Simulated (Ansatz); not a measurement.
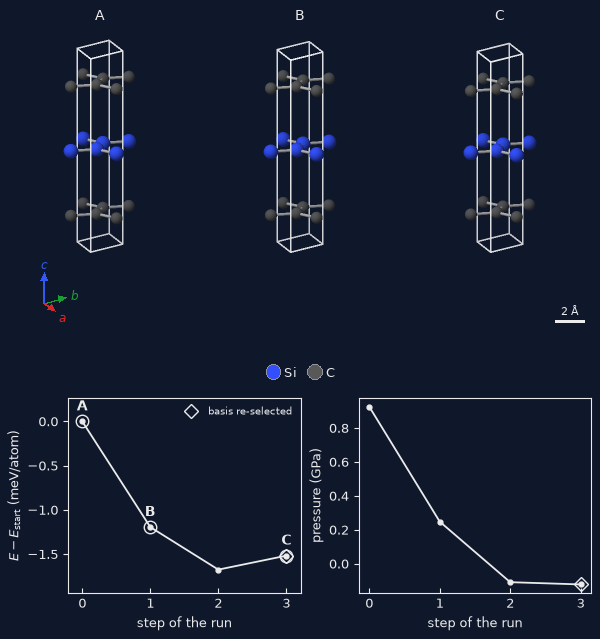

Frames of a relaxation of solid SiC₂ (a generated structure, set up in P6/mmm) (coarse preliminary run), marked on the history of the run. The picture is a ball-and-stick view of the cell of the calculation, seen slightly off an axis.

These are results of Ansatz, DFT PBE, scalar-relativistic, plane waves, PAW, not measurements.

Input
```yaml
crystal:
  lattice:
    - [3.2278011793, 0.0, 0.0]
    - [-1.6139005897, 2.7953578197, 0.0]
    - [0.0, 0.0, 13.7205408527]
  atoms:
    - { symbol: Si, position: [0.3333333333, 0.6666666667, 0.5] }
    - { symbol: Si, position: [0.6666666667, 0.3333333333, 0.5] }
    - { symbol: C, position: [0.3333333333, 0.6666666667, 0.8340867867] }
    - { symbol: C, position: [0.3333333333, 0.6666666667, 0.1659132133] }
    - { symbol: C, position: [0.6666666667, 0.3333333333, 0.8340867867] }
    - { symbol: C, position: [0.6666666667, 0.3333333333, 0.1659132133] }
basis:
  ecutwfc: 420
kpoints:
  mp_grid: { grid: [6, 6, 2] }
hamiltonian:
  xc: pbe
scf:
  occupations: { method: gaussian, width: 0.1 }
  lower_state_search: "off"
output:
  forces: true
  stress: true
  eigenvalues: true
relax:
  adjacent_minimum: "off"
  f_tol: 0.04
  max_steps: 70
  cell: { stress_tol: 0.4 }
```

Command:
```bash
ansatz run input.yaml --threads 1 --pin off --max-ram 2560MiB --backend cpu --events-out ev --progress --plain --runs-dir out
```

Question: Describe the path.

Answer: Over 2 accepted moves (3 points after the start) the energy falls by 1.5 meV per atom. Largest force component: 0.0055 eV/Å at the start, 0.00045 eV/Å at the end. Pressure: 0.93 GPa at the start and −0.12 GPa at the end. At 1 point the geometry stayed and the basis and grid were re-selected for the new cell (energy shift of 0.2 meV per atom at most each time). The largest moves relative to the cell, 0.13 Å, are those of C3, C4, C5 and C6. C3 goes along −c. Si stays in place. Cell: a = b 3.228 → 3.245 Å (+0.5 %), c 13.721 → 13.499 Å (−1.6 %). Volume −0.6 %. Some distances before and after: Si1–Si2 1.864 → 1.873 Å, C3–C5 1.864 → 1.873 Å. The space group stays P6/mmm (No. 191). From step 0 to 1: C atoms move most (0.05 Å), energy −1.2 meV per atom. From step 1 to 3: C atoms move most (0.08 Å), volume −0.6 %, energy −0.3 meV per atom.

| step | E − E(0), meV/atom | largest force component, eV/Å | pressure, GPa | volume, Å³/atom | note |
| --- | --- | --- | --- | --- | --- |
| 0 | 0.00 | 0.0055 | 0.93 | 20.633 |  |
| 1 | -1.19 | 0.0040 | 0.25 | 20.633 |  |
| 2 | -1.67 | 0.0004 | -0.11 | 20.511 |  |
| 3 | -1.52 | 0.0004 | -0.12 | 20.511 | same geometry, new basis |
